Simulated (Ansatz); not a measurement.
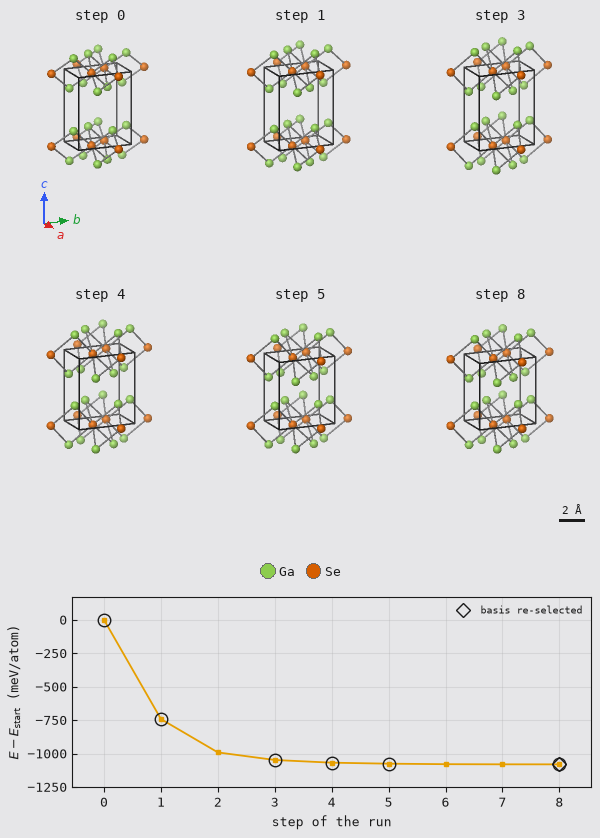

Frames of a relaxation of solid Ga3Se (a generated structure, set up in P-31m) (coarse preliminary run), marked on the history of the run. Style: ball-and-stick. Shown: the cell of the calculation, slightly off an axis.

All numbers below come from DFT PBE, scalar-relativistic, plane waves, PAW (Ansatz 0.2.0). (plane-wave cutoff 420 eV; k-point mesh 3 × 3 × 4; occupations gaussian; smearing width 0.1 eV; no spin polarisation; cell and atoms relaxed; force threshold 0.04 eV/Å; at most 70 steps)

Question: What happens along the run?

Answer: The largest moves relative to the cell, 0.61 Å, are those of Ga atoms. Se stays in place. The volume changes by +3.9 %, with a = b 5.781 → 6.158 Å (+6.5 %), c 5.980 → 5.473 Å (−8.5 %). Near-neighbour distances that change, for instance: Ga–Se 2.287 → 2.752 Å. Bond angles that change, for instance: Se–Ga–Se 93.7° → 80.5°, Ga–Se–Ga 86.3° → 99.5°, Ga–Se–Ga 89.7° → 83.7°. The space group stays P-31m (No. 162). Over 7 accepted moves (8 points after the start) the energy falls by 1080 meV per atom. The largest force component goes from 4.4 to 0.033 eV/Å. Pressure: 28.51 GPa at the start and −0.13 GPa at the end. At 1 point the geometry stayed and the basis and grid were re-selected for the new cell (energy shift of 0.2 meV per atom at most each time). The run took 40 s on 1 thread of Intel(R) Xeon(R) 6975P-C (Granite Rapids), with other jobs on the host, peak memory 0.56 GiB. From step 0 to 1: Ga atoms move most (0.20 Å), volume +8.0 %, energy −742 meV per atom. From step 1 to 3: Ga atoms move most (0.31 Å), volume +3.3 %, energy −306 meV per atom. From step 3 to 4: Ga atoms move most (0.10 Å), volume −4.2 %, energy −20.1 meV per atom. From step 4 to 5: Ga atoms move most (0.07 Å), volume −5.0 %, energy −7.5 meV per atom. From step 5 to 8: Ga atoms move most (0.12 Å), volume +2.2 %, energy −5.0 meV per atom.

| step | E − E(0), meV/atom | largest force component, eV/Å | pressure, GPa | volume, Å³/atom | note |
| --- | --- | --- | --- | --- | --- |
| 0 | 0.00 | 4.4334 | 28.51 | 21.636 |  |
| 1 | -741.93 | 1.9863 | 10.60 | 23.369 |  |
| 2 | -991.05 | 0.8129 | 3.47 | 23.312 |  |
| 3 | -1047.72 | 0.2267 | -0.08 | 24.148 |  |
| 4 | -1067.85 | 0.0688 | -0.82 | 23.128 |  |
| 5 | -1075.38 | 0.1953 | 0.13 | 21.979 |  |
| 6 | -1079.06 | 0.0286 | 0.05 | 22.218 |  |
| 7 | -1080.13 | 0.0332 | -0.13 | 22.469 |  |
| 8 | -1080.35 | 0.0332 | -0.13 | 22.469 | same geometry, new basis |
